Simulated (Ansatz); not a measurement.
## Single-point calculation, with input and output: GaSb (part 1 of 2)

The run: single-point calculation of GaSb (slab, 16 atoms in the cell). Method and program: DFT PBE+D3(BJ), scalar-relativistic, plane waves, PAW, no spin polarisation (Ansatz 0.2.0).

The structure derives from an entry of the Crystallography Open Database. It belongs to a series of runs on one base structure; here: the slab at its places in the relaxed adsorbed structure. Figures and captions count atoms from 1; the log counts them from 0 in places.

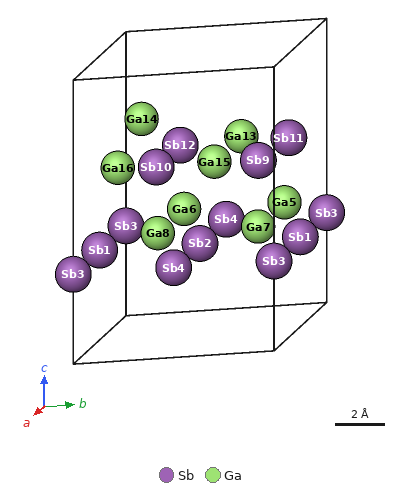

**Figure 1.** The input geometry (spheres-only view of the cell of the calculation, with the vacuum cut short, seen slightly off an axis; atoms are numbered from 1 in the order of the input). An atom can appear more than once, as a periodic image.

**Key numbers**

```json
{"quantity": "outcome", "value": "converged"}
{"quantity": "electrons treated", "value": "224"}
{"quantity": "free energy", "value": "−82141.2106 eV"}
{"quantity": "work function, top face", "value": "3.99 eV"}
{"quantity": "work function, bottom face", "value": "5.15 eV"}
{"quantity": "Fermi energy", "value": "−1.208 eV"}
{"quantity": "gap on the k-point mesh", "value": "none (metallic)"}
{"quantity": "work function (upper face)", "value": "3.99 eV"}
{"quantity": "largest force (length of the vector)", "value": "0.142 eV/Å"}
{"quantity": "hardware", "value": "4 threads of Intel Xeon (Granite Rapids), 32 GiB of memory available, shared host"}
{"quantity": "wall time", "value": "22 s (CPU time 84 s)"}
{"quantity": "peak memory", "value": "4 GiB"}
```

**The input**
```yaml
crystal:
  lattice:
    - [8.6680824697, 0.0, 0.0]
    - [-4.3340412349, 7.5067796209, 0.0]
    - [0.0, 0.0, 25.3401123123]
  atoms:
    - { symbol: Sb, position: [0.5, 0.0, 0.3157049938] }
    - { symbol: Sb, position: [0.5, 0.5, 0.3157049938] }
    - { symbol: Sb, position: [0.0, 0.0, 0.3157049938] }
    - { symbol: Sb, position: [0.0, 0.5, 0.3157049938] }
    - { symbol: Ga, position: [0.1666666667, 0.8333333333, 0.3506173277] }
    - { symbol: Ga, position: [0.1666666667, 0.3333333333, 0.3506173277] }
    - { symbol: Ga, position: [0.6666666667, 0.8333333333, 0.3506173277] }
    - { symbol: Ga, position: [0.6666666667, 0.3333333333, 0.3506173277] }
    - { symbol: Sb, position: [0.6641120271, 0.8340896214, 0.4623132863] }
    - { symbol: Sb, position: [0.6375232321, 0.3179102912, 0.4604981855] }
    - { symbol: Sb, position: [0.1769004643, 0.8580483965, 0.4602208822] }
    - { symbol: Sb, position: [0.1799524929, 0.3180270101, 0.4599918264] }
    - { symbol: Ga, position: [0.3184500068, 0.6583284715, 0.4788245878] }
    - { symbol: Ga, position: [0.3311443967, 0.1645908927, 0.5203045221] }
    - { symbol: Ga, position: [0.8346995148, 0.6594697516, 0.4781454285] }
    - { symbol: Ga, position: [0.8395660678, 0.1792824884, 0.4789150929] }
basis:
  ecutwfc: 420
kpoints:
  mp_grid: { grid: [3, 3, 1] }
hamiltonian:
  xc: pbe
  dispersion: d3bj
scf:
  occupations: { method: gaussian, width: 0.1 }
output:
  forces: true
  eigenvalues: true
  write_density: true
  volumetric_format: npy
efield:
  axis: 3
  dipole_correction: true
  ramp_width: 0.04
```

Launched with:
```bash
ansatz run input.yaml --threads 4 --pin off --max-ram 10240MiB --backend cpu --events-out ev --progress --plain --runs-dir out
```

**What the program printed**
```
Engine: ansatz 0.2.0, x86_64-unknown-linux-gnu
Pseudopotentials: kind: paw
Pseudopotential: Sb, paw, valence charge 15, recommended cutoff 420 eV (normal), Sb.paw.azcp
Pseudopotential: Ga, paw, valence charge 13, recommended cutoff 420 eV (normal), Ga.paw.azcp
Functional definition: PBE
  parameter kappa = 0.804
  parameter beta = 0.06672455060314922
  exchange = pbe_x(kappa = kappa, mu = beta*pi^2/3)
  correlation = pbe_c(beta = beta)
Crystal: 16 atoms, lattice volume = 1648.866 Å³
Basis set: ecut = 420 eV, 32263 PW (Γ), exchange–correlation on 120×120×360 points (8 copies of the dense FFT grid, shifted against one another)
Bands: 135, of which v1, the nominal top of the filled ones, is band 112 counted from 1 (111 counted from 0)
Symmetry: 1 space group operations
Space group: P1 (ITA 1), of the structure as read, at distance tolerance 1.2e-4 Å
k-points: 5 of 9 (time reversal used)
Non-local potential: Sb, projectors of the file, l = 0: 2, l = 1: 2, l = 2: 2, l = 3: 2
Non-local potential: Ga, projectors of the file, l = 0: 2, l = 1: 2, l = 2: 3, l = 3: 1
PAW form: soft (Blöchl's): semilocal exchange-correlation on the pseudo side does not see the compensation charge
PAW one-centre angular grid: Sb, 590 points (default); XC on 64 Gauss nodes
PAW one-centre angular grid: Ga, 590 points (default); XC on 64 Gauss nodes
Initial density: superposition of atomic densities (neutral atoms: chi_scale 0, normalization atom), corrected by the library's trained network
Initial wavefunctions: pseudopotential atomic-orbital guess
Functional: x = pbe(κ = 0.804, μ = 0.2195149727645171), c = pbe(β = 0.06672455060314922)
SCF iter   1: F=—  HF=-82141.252923 eV  |F-HF|=—  |Δ(HF+E_count)|=         —  Δρ=1.85e-3  dr2=4.38e-1  ethr=1.77e-3  p=0.321 e·Å  D=3.52e-2 V/Å  ΔV_dip=-0.89 eV  dr2_dipole=1.19e-1  V_vac-E_F(+/−)=4.20/5.09 eV  ⟨swp⟩=6.8  Hψ=2661  notcnv=0  defer=21
efield: sawtooth ramp at fractional position 0.8980 (placed from the atoms, in the widest stretch of the axis that holds none; the zero of the levels goes with the place), width 0.0400; the density the first Hamiltonian is built on has a dipole p = 0.321 e·Å; the dipole correction subtracts the counter field D = 3.52e-2 V/Å, which shifts the + side's vacuum level by -0.89 eV against the − side's; the planar-averaged density in the ramp window peaks in size at 4.0e-6 e/Å³
preconditioner: auto → LDOS  [insulator: Δε(μ)=0.358 eV  Ē_g=13.127 eV  σ=0.100 eV  W_gap=0.75  n_scr=224 (ndim 8)  ℏωp=11.0 eV  f_vac=0.677  D(μ)=8.53/eV (n_scr^D=24)  ε∞_Penn≈1.7  β→1.0]
SCF iter   2: F=—  HF=-82141.224565 eV  |F-HF|=—  |Δ(HF+E_count)|=   2.84e-2  Δρ=1.33e-3  dr2=7.12e-2  ethr=1.96e-4  p=0.393 e·Å  D=4.31e-2 V/Å  ΔV_dip=-1.09 eV  dr2_dipole=7.18e-3  V_vac-E_F(+/−)=4.01/5.10 eV  ⟨swp⟩=3.0  Hψ=1318  notcnv=0  defer=70
SCF iter   3: F=—  HF=-82141.223060 eV  |F-HF|=—  |Δ(HF+E_count)|=   1.50e-3  Δρ=1.16e-3  dr2=4.02e-2  ethr=3.18e-5  p=0.394 e·Å  D=4.33e-2 V/Å  ΔV_dip=-1.10 eV  dr2_dipole=6.83e-3  V_vac-E_F(+/−)=4.03/5.12 eV  ⟨swp⟩=2.0  Hψ=1052  notcnv=0  defer=70
SCF iter   4: F=—  HF=-82141.213287 eV  |F-HF|=—  |Δ(HF+E_count)|=   9.77e-3  Δρ=4.77e-4  dr2=1.95e-2  ethr=1.79e-5  p=0.405 e·Å  D=4.45e-2 V/Å  ΔV_dip=-1.13 eV  dr2_dipole=3.83e-3  V_vac-E_F(+/−)=4.00/5.13 eV  ⟨swp⟩=2.0  Hψ=940  notcnv=0  defer=70
SCF iter   5: F=—  HF=-82141.210929 eV  |F-HF|=—  |Δ(HF+E_count)|=   2.36e-3  Δρ=2.89e-4  dr2=4.65e-3  ethr=8.70e-6  p=0.415 e·Å  D=4.56e-2 V/Å  ΔV_dip=-1.16 eV  dr2_dipole=4.21e-4  V_vac-E_F(+/−)=3.99/5.14 eV  ⟨swp⟩=2.0  Hψ=957  notcnv=0  defer=70
SCF iter   6: F=—  HF=-82141.210587 eV  |F-HF|=—  |Δ(HF+E_count)|=   3.42e-4  Δρ=1.22e-4  dr2=5.60e-4  ethr=2.08e-6  p=0.418 e·Å  D=4.59e-2 V/Å  ΔV_dip=-1.16 eV  dr2_dipole=1.68e-5  V_vac-E_F(+/−)=3.99/5.15 eV  ⟨swp⟩=2.0  Hψ=886  notcnv=0  defer=70
SCF iter   7: F=—  HF=-82141.210519 eV  |F-HF|=—  |Δ(HF+E_count)|=   6.74e-5  Δρ=5.02e-5  dr2=1.36e-4  ethr=2.50e-7  p=0.417 e·Å  D=4.58e-2 V/Å  ΔV_dip=-1.16 eV  dr2_dipole=2.63e-6  V_vac-E_F(+/−)=3.99/5.15 eV  ⟨swp⟩=2.0  Hψ=1162  notcnv=0  defer=70
SCF iter   8: F=—  HF=-82141.210515 eV  |F-HF|=—  |Δ(HF+E_count)|=   4.51e-6  Δρ=2.35e-5  dr2=1.94e-5  ethr=6.08e-8  p=0.417 e·Å  D=4.57e-2 V/Å  ΔV_dip=-1.16 eV  dr2_dipole=1.45e-7  V_vac-E_F(+/−)=3.99/5.15 eV  ⟨swp⟩=2.0  Hψ=1128  notcnv=0  defer=70
SCF iter   9: F=—  HF=-82141.210619 eV  |F-HF|=—  |Δ(HF+E_count)|=   1.04e-4  Δρ=1.06e-5  dr2=4.53e-6  ethr=8.67e-9  p=0.417 e·Å  D=4.57e-2 V/Å  ΔV_dip=-1.16 eV  dr2_dipole=1.10e-11  V_vac-E_F(+/−)=3.99/5.15 eV  ⟨swp⟩=2.0  Hψ=1209  notcnv=0  defer=70
SCF iter  10: F=—  HF=-82141.210619 eV  |F-HF|=—  |Δ(HF+E_count)|=   3.68e-7  Δρ=5.10e-6  dr2=8.29e-7  ethr=2.02e-9  p=0.417 e·Å  D=4.58e-2 V/Å  ΔV_dip=-1.16 eV  dr2_dipole=2.94e-8  V_vac-E_F(+/−)=3.99/5.15 eV  ⟨swp⟩=2.6  Hψ=1137  notcnv=0  defer=70
SCF iter  11: F=—  HF=-82141.210619 eV  |F-HF|=—  |Δ(HF+E_count)|=   2.53e-7  Δρ=2.33e-6  dr2=1.91e-7  ethr=3.70e-10  p=0.417 e·Å  D=4.58e-2 V/Å  ΔV_dip=-1.16 eV  dr2_dipole=8.66e-10  V_vac-E_F(+/−)=3.99/5.15 eV  ⟨swp⟩=2.0  Hψ=916  notcnv=0  defer=70
SCF iter  12: F=-82141.210619 eV  HF=-82141.210619 eV  |F-HF|=5.30e-8  |Δ(HF+E_count)|=   1.58e-7  Δρ=1.10e-6  dr2=4.31e-8  ethr=4.46e-11  p=0.417 e·Å  D=4.58e-2 V/Å  ΔV_dip=-1.16 eV  dr2_dipole=1.48e-9  V_vac-E_F(+/−)=3.99/5.15 eV  ⟨swp⟩=16.6  Hψ=3433  notcnv=0
SCF 1 converged in 12 iterations: F = -82141.210619 eV  dr2 = 4.31e-8
  greatest PAW one-centre occupation: 0.996 electrons in one spin orbital (limit 2), on the Sb atom at site 11 (counted from 0), in its partial waves of l = 2
```

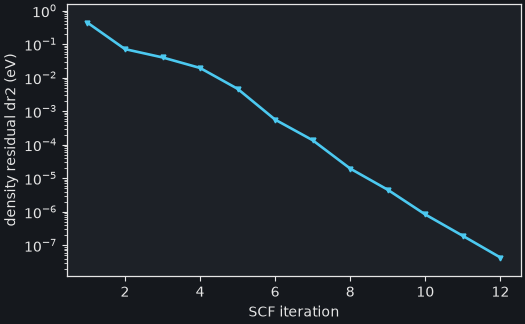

**Figure 2.** Convergence of the self-consistent field: density residual dr2 against the SCF iteration. The residual falls at every step.

```
SCF converged after 12 iterations
Free energy (F): -82141.210619 eV
Harris-Foulkes:  -82141.210619 eV  (|F-HF|=5.30e-8)
Internal energy: -82141.171134 eV  (E = F + TS)
E sigma→0 (E₀):  -82141.190877 eV
Entropy (-TS):   -0.039485 eV (-2.468 meV/atom)
Fermi energy:    -1.208288 eV
Dipole field:    D = 0.045747 V/Å  (p = 0.416859 e·Å, saw-weighted, corrected)
Work function:   Φ+ = 3.9896 eV   Φ− = 5.1489 eV
Levels:          The Fermi level and band energies are counted from a zero that moves with the ramp; work functions are not
--- Per-component energies (eV) ---
  E_band       = -4007.627708
  E_kinetic    = 2571.382929
  E_local      = -192649.926608  (includes V_loc(G=0)·N_el)
  E_nonlocal   = 6285.286521
  E_hartree    = 94115.685204
  E_xc         = -1653.268078
  E_vxc        = -1222.936082  (∫ρ·V_xc dr)
  E_paw        = -52501.892223  (= ΣΔE_a)
  E_vpaw       = -7226.736268  (= ΣTr[D̂ρ^β])
  E_aug_tail   = -0.000923  (compensation charges beyond the density's cutoff)
  E_efield     = 0.009535  (sawtooth field / dipole correction)
  E_vefield    = 3.940600  (∫n·V_field dr)
  E_ewald      = 61695.109556
  E_disp       = -3.557047  (pairwise vdW)
  E_smearing   = -0.039485  (= −TS)
  E_closure    = 0.000000  (closes the sum)
  Σ components = -82141.210619   (vs F -82141.210619, Δ=0.00e0)
--- Forces (eV/Å), atoms counted from 1 ---
  atom   1  Sb     0.02844849    -0.02014757    -0.08259788
  atom   2  Sb     0.00022454     0.03638700    -0.07122526
  atom   3  Sb    -0.03438111    -0.02038017    -0.07516357
  atom   4  Sb    -0.00085719    -0.00559697     0.03675164
  atom   5  Ga     0.00685814     0.05935979    -0.00467572
  atom   6  Ga     0.04118987    -0.02480723    -0.02907692
  atom   7  Ga    -0.00318378     0.00285951     0.14229698
  atom   8  Ga    -0.04367644    -0.03037187     0.00988933
  atom   9  Sb    -0.00321747    -0.02625535    -0.00661397
  atom  10  Sb     0.00048592     0.00509727    -0.00461673
  atom  11  Sb    -0.00811885    -0.01150271     0.03832826
  atom  12  Sb    -0.01662057     0.00618249     0.02821619
  atom  13  Ga    -0.03331223     0.02065900     0.00418607
  atom  14  Ga     0.01338774    -0.02784655    -0.01578993
  atom  15  Ga     0.06220015     0.00850730     0.01735887
  atom  16  Ga    -0.00942682     0.02785566     0.01275693
  max |Σ_I F_I| component: 2.43e-5 eV/Å
--- Band table (eV; the first three rows and the last of 5) ---
```
